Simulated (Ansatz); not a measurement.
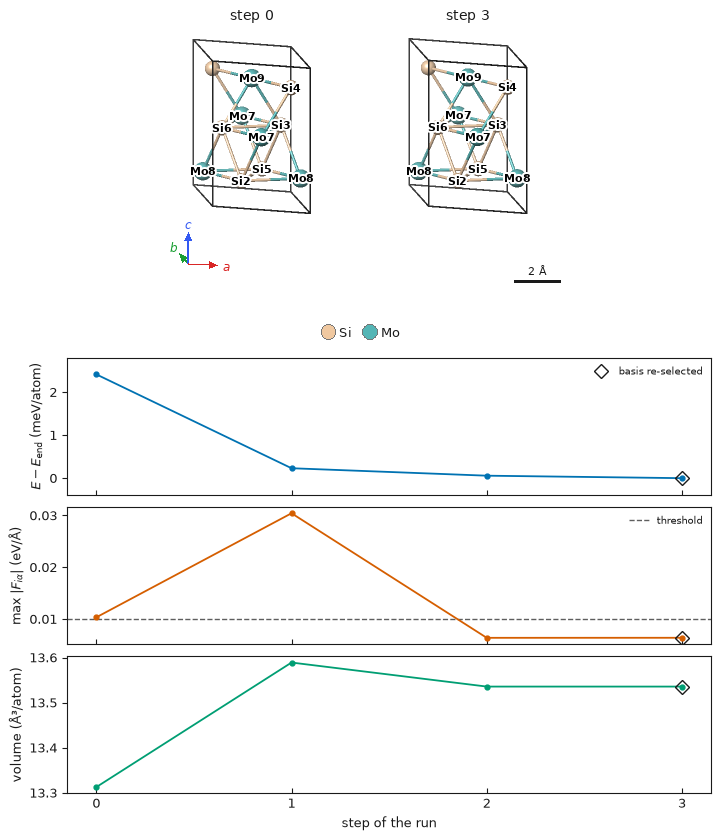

First and last geometry of a relaxation of crystalline Si2Mo (built on the database_180 type), with the history of the run. A ball-and-stick model of the cell of the calculation, seen slightly off an axis.

Case: structure listed in a database for this formula (P6_222, No. 180).

All numbers below come from DFT PBE, scalar-relativistic, plane waves, PAW (Ansatz). (plane-wave cutoff 420 eV; k-point mesh 12 × 12 × 6; occupations gaussian; smearing width 0.01 eV; no spin polarisation; cell and atoms relaxed; force threshold 0.01 eV/Å; at most 80 steps)

What do the curves and the structures tell?

It converged. No atom moves by more than 0.005 Å relative to the cell. The drawn cell changes as follows: a = b 4.585 → 4.613 Å (+0.6 %), c 6.580 → 6.610 Å (+0.5 %); the volume changes by +1.7 %. Near-neighbour distances that change, for instance: Si–Si 2.603 → 2.620 Å, Mo–Si 2.636 → 2.653 Å, Mo–Si 2.670 → 2.685 Å, Si–Si 2.670 → 2.685 Å. The space group stays P6_222 (No. 180). The energy falls by 2.4 meV per atom in 2 accepted moves (3 points after the start). The largest force component goes from 0.01 to 0.0064 eV/Å. Pressure: 3.53 GPa at the start and −0.02 GPa at the end. At 1 point the geometry stayed and the basis and grid were re-selected for the new cell (energy shift of 0.1 meV per atom at most each time). Cost: 76 s on 1 thread of Intel(R) Xeon(R) 6975P-C (Granite Rapids), on a shared host, peak memory 0.59 GiB.
